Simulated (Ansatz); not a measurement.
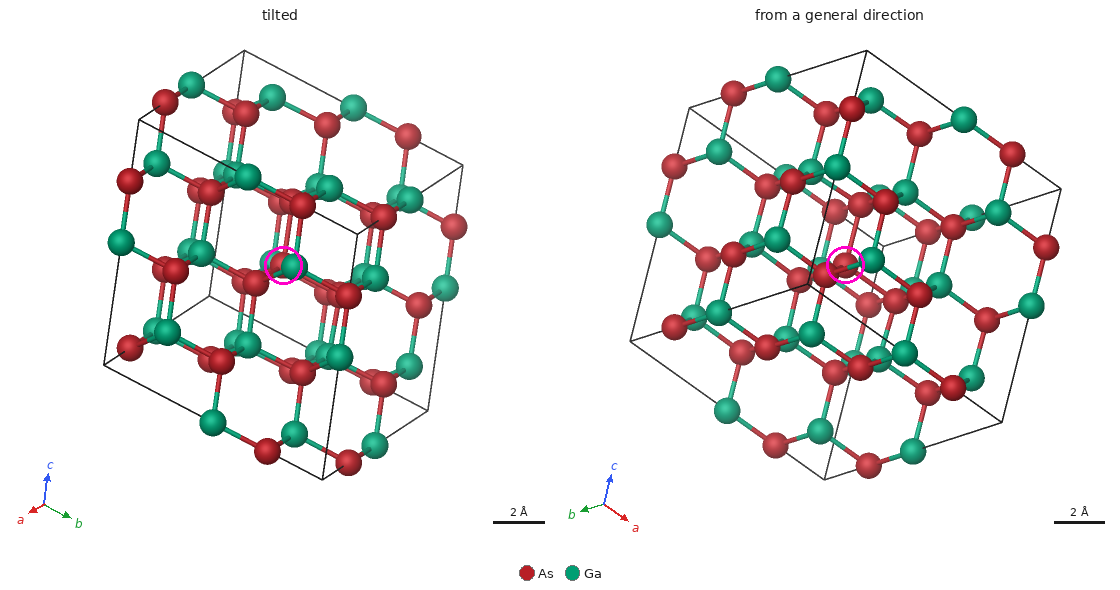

Crystal structure, ball-and-stick style, seen slightly off an axis and from a general direction. Lines trace the edges of the supercell. The host is GaAs, in a cell of 32 sites, and the cell carries a charge of +1. A ring marks the defect's site.

How does this supercell depart from the perfect host?

Answer. Arsenic on a gallium site (an antisite). It is bonded to four As in a tetrahedral arrangement at about 2.5 Å.

The atoms were relaxed in the host's cell with DFT r2SCAN, scalar-relativistic, plane waves, PAW (Ansatz 0.2.0).
